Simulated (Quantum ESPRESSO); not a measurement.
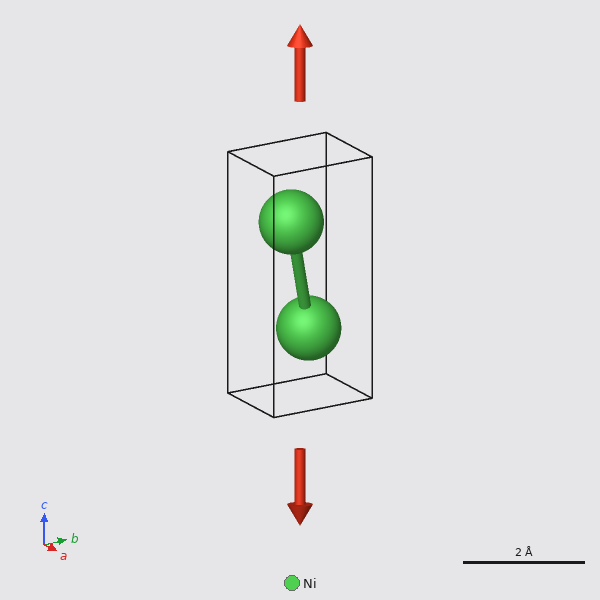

Ni, hexagonal close-packed (Mg type), space group P6₃/mmc (No. 194). The run's cell of 2 atoms is drawn unstrained, with atoms on its boundary repeated; the arrows mark the Cartesian direction z (along c), along which it is stretched or compressed while the other dimensions are held. The atoms were relaxed at each strain. The cell is a structure listed in the Materials Project. This isn't the form of Ni at room conditions, which is fcc.

Alike in all runs: Quantum ESPRESSO 7.5; functional PBEsol; potentials GBRV 1.5 PBEsol; cutoff 612 eV; k mesh 8 × 8 × 5 on the run's cell of 2 atoms; occupations fermi-dirac, width 0.05 eV; collinear spin, ferromagnetic start; no spin-orbit coupling. Stress is positive in compression, averaged over the directions named.

| strain (%) | ΔE (meV/atom) | stress along z (GPa) | stress across, x/y (GPa) |
| --- | --- | --- | --- |
| −2 | -2.4 | 2.06 | 0.95 |
| −1 | -2.5 | -1.95 | -0.45 |
| 0 | 0.0 | -5.70 | -1.77 |
| +1 | 4.8 | -9.10 | -2.96 |
| +2 | ? | ? | ? |
| +4 | 31.4 | -17.88 | -5.98 |

Q: Fit the stress along the strain with a parabola, read off its slope at zero strain, and fill in the missing row.

A: The slope at zero strain is -359 GPa per unit strain, so the relaxed-ion stiffness of this cell along z (C33 in these Cartesian axes) is about 360 GPa. The fit puts the stress at +2 % at -12.31 GPa. The run gave -12.29 GPa along, -4.08 GPa across and ΔE = 11.7 meV/atom.

Q: At which strain does the stress along the strained direction vanish?

A: Near −1.5 %: the cell as given is stretched along it at this level of theory (-5.7 GPa), so the energy is least there and not at zero.

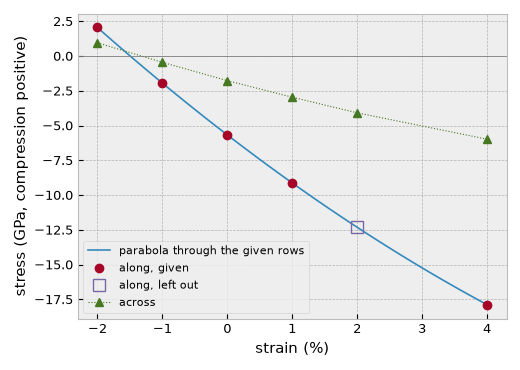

Stress against strain.

Caveat: the k mesh is coarse (spacing up to 0.37 Å⁻¹), so the values aren't converged; the slope belongs to a cell under 6 GPa of tension, not to the crystal at rest.
